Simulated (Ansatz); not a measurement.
A Fermi-surface calculation for CoO in space group R-3m.

Input

```yaml
crystal:
  lattice:
    - [1.50546954, 0.86918325, 2.43992691]
    - [-1.50546954, 0.86918325, 2.43992691]
    - [0.0, -1.73836649, 2.43992691]
  atoms:
    - { symbol: Co, position: [0.0, 0.0, 0.0], spin: 3.0 }
    - { symbol: O, position: [0.5, 0.5, 0.5], spin: 1.0 }
basis:
  ecutwfc: 420
kpoints:
  mp_grid: { grid: [18, 18, 18] }
hamiltonian:
  xc: pbe
scf:
  occupations: { method: gaussian, width: 0.05 }
output:
  forces: true
  eigenvalues: true
  eigenstates:
    nscf_kmesh: { grid: [18, 18, 18] }
    top_band: c6
    de_dk: true
    localisation: true
  stress: true
  populations: true
checkpoint:
  write: ck
  compress: false
  write_wavefunctions: false
  write_every: 100000
magnetization:
  spin_polarized: true
```

Launched as:

```sh
ansatz run input.yaml --threads 2 --pin off --max-ram 5120MiB --backend cpu --events-out ev --progress --plain --runs-dir out
```

Theory: Ansatz 0.2.0, DFT PBE, scalar-relativistic, plane waves, PAW; levels and slopes on a k mesh at the converged density. Collinear spin polarisation. k mesh for the levels: 18×18×18. The geometry was not relaxed. The cell comes from a database of computed structures, not from a measurement.

Four bands cross the Fermi level; this is a three-dimensional metal. The density of states at the Fermi level is 3.6 states/eV per primitive cell. The intraband plasma frequencies along the cartesian axes x, y and z of the cell as given are 2.5, 2.5 and 2.6 eV.

Spin-up band 12: one hole pocket centred at T, no more than about three mesh steps wide (0.05 % of the zone) and three hole pockets centred at L, no more than about three mesh steps wide (each 0.05 % of the zone); weight Co (55 %) and O (45 %).
Spin-up band 13: one hole pocket centred at T (0.55 % of the zone) and three hole pockets centred at L (each 0.43 % of the zone); weight Co (55 %) and O (45 %).
Spin-down band 10: three hole pockets centred at F (each 7.3 % of the zone); mean Fermi speed 0.95 × 10⁵ m/s; weight Co (95 %).
Spin-down band 11: one electron pocket centred at Γ (24 % of the zone); mean Fermi speed 1.2 × 10⁵ m/s; weight Co (89 %) and O (11 %).
A pocket cut by a face of the zone is counted once with the part on the opposite face.
Weights are shares of the states' density in the atoms' Voronoi cells.
The shape of the surface of spin-up band 12 changes its kind within 0.03 eV of this level, so small parts may appear, vanish, join or separate.

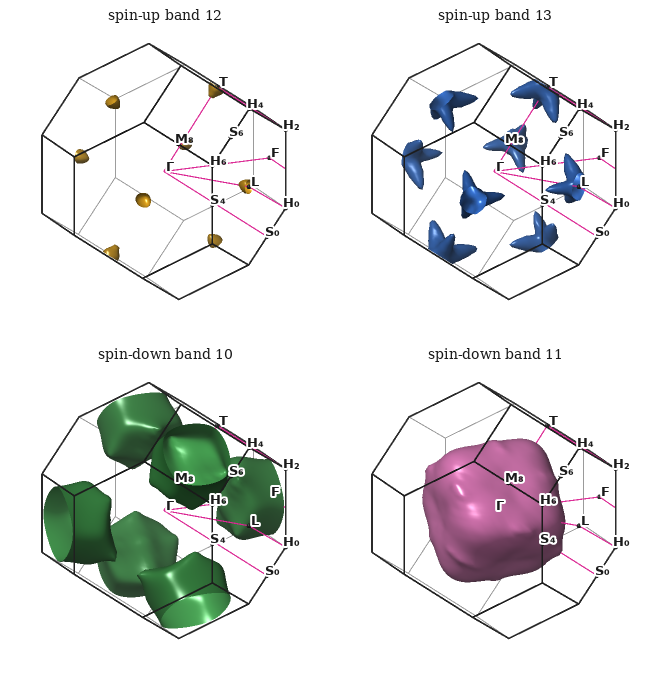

Each panel holds one band. The brighter face of a sheet looks towards empty states.

No Hubbard term was used, so a compound that is really a magnetic or Mott insulator can come out metallic. The run ends with a net moment of 3.0 μB a cell, the order reached from its starting moments, not necessarily the lowest. The mesh is coarse (steps of 0.14 Å⁻¹). Necks and pockets thinner than about two mesh steps aren't resolved, so separate pockets may in truth be joined.

The run (self-consistency and the dense mesh) took 14 s on 2 threads of AMD EPYC 9R45 96-Core Processor (Zen 5), on a shared host, peak memory 0.66 GiB.
